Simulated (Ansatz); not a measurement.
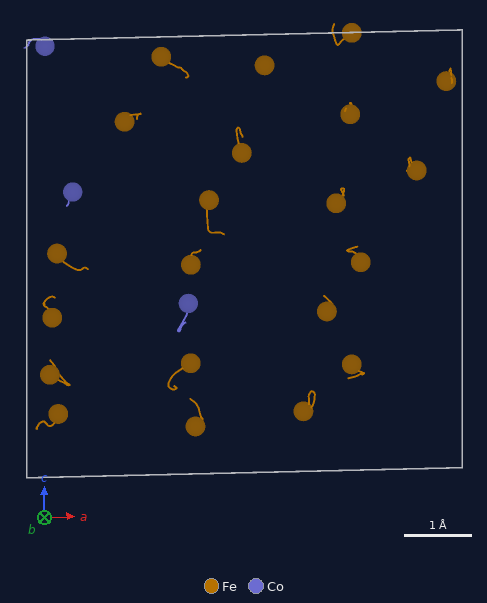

Molecular dynamics of an amorphous cell of composition Fe7Co (24 atoms in the cell), 72 fs long. Lines trace each atom's path, in the colour of its element; spheres stand at the starting positions. Seen along the b axis in the simulation cell.

All numbers below come from Ansatz, DFT PBEsol, scalar-relativistic, plane waves, PAW. Set-up: plane-wave cutoff 320 eV; k-point mesh 1 × 1 × 1; Fermi-Dirac smearing 0.231 eV; volume 1.04 times that of the relaxed crystal; set temperature 2680 K; time step 3 fs.

Input
```yaml
crystal:
  lattice:
    - [6.57111, -0.225053, 0.087582]
    - [-0.225053, 6.296561, -0.202019]
    - [0.087582, -0.202019, 6.599873]
  atoms:
    - { symbol: Fe, position: [0.9632681868, 0.2691466052, 0.883878978] }
    - { symbol: Fe, position: [0.7103694462, 0.1588355622, 0.6106330272] }
    - { symbol: Fe, position: [0.7667475734, 0.5202128674, 0.4746578166] }
    - { symbol: Fe, position: [0.3088116584, 0.4790215662, 0.9546365639] }
    - { symbol: Fe, position: [0.3873106233, 0.8561662632, 0.108386297] }
    - { symbol: Fe, position: [0.4184856508, 0.3629987311, 0.6246931694] }
    - { symbol: Fe, position: [0.0722700019, 0.0602169957, 0.1441825773] }
    - { symbol: Fe, position: [0.3766759002, 0.9898629616, 0.4779207914] }
    - { symbol: Fe, position: [0.8952763608, 0.8620738343, 0.6813451252] }
    - { symbol: Fe, position: [0.2245795577, 0.0127562664, 0.8082022407] }
    - { symbol: Fe, position: [0.0584776386, 0.79325222, 0.3644911658] }
    - { symbol: Fe, position: [0.7426184639, 0.5214013311, 0.8132855365] }
    - { symbol: Fe, position: [0.5459706527, 0.1872150598, 0.9295487491] }
    - { symbol: Fe, position: [0.0531820393, 0.4423266591, 0.2341447147] }
    - { symbol: Fe, position: [0.6890081237, 0.8552046572, 0.3640284011] }
    - { symbol: Fe, position: [0.0695450243, 0.1885255836, 0.5107171224] }
    - { symbol: Fe, position: [0.376370689, 0.2599402973, 0.2529894996] }
    - { symbol: Fe, position: [0.4937451324, 0.7614757471, 0.7308504701] }
    - { symbol: Fe, position: [0.6350791244, 0.5442912573, 0.1371260972] }
    - { symbol: Fe, position: [0.7461544314, 0.8959120428, 0.9992356555] }
    - { symbol: Fe, position: [0.7460853577, 0.2047931127, 0.241822121] }
    - { symbol: Co, position: [0.0418501215, 0.7061023618, 0.9848877068] }
    - { symbol: Co, position: [0.1054288454, 0.5569472114, 0.6504756425] }
    - { symbol: Co, position: [0.370917993, 0.6177108887, 0.3897972645] }
  symmetry: { detect: false }
basis:
  ecutwfc: 320
  xc_grid: 1
kpoints:
  mp_grid: { grid: [1, 1, 1], shift: [0.25, 0.25, 0.25] }
hamiltonian:
  xc: pbesol
scf:
  occupations: { method: fermi_dirac, width: 0.2309 }
  lower_state_search: "off"
  convergence: { dr2_threshold: 1.0e-05 }
output:
  forces: true
  stress: true
md:
  timestep: 3.0
  n_steps: 24
  ensemble: nvt_langevin
  friction: 0.03
  temperature: 2680.0
  initial_velocities: maxwell_boltzmann
  seed: 40568
```

Command:
```bash
ansatz run input.yaml --threads 2 --pin off --max-ram 5120MiB --backend cpu --events-out ev --progress --plain --runs-dir out
```

What do the traces tell about the motion?

Root-mean-square distances from the starting positions over the second half, with the common drift of all atoms taken out: Co 0.36 Å, Fe 0.35 Å. The run lasts only 72 fs, too short to tell vibration from diffusion. Over the second half the temperature averages 2271 K (spread ±190 K). The potential energy in the second half lies on average 295 meV per atom above the first frame. The mean pressure there is −1.5 GPa.

Limits of the set-up: the k-point mesh is coarse for a cell with partly filled bands; the cutoff lies below the recommended one; the periodic images lie only 6.3 Å apart, so the values are limited by the cell's size; an element that often carries a moment was run without spin polarisation.

The run took 6.7 min on 2 threads of AMD EPYC (Zen 3) (shared host), peak memory 0.6 GiB.
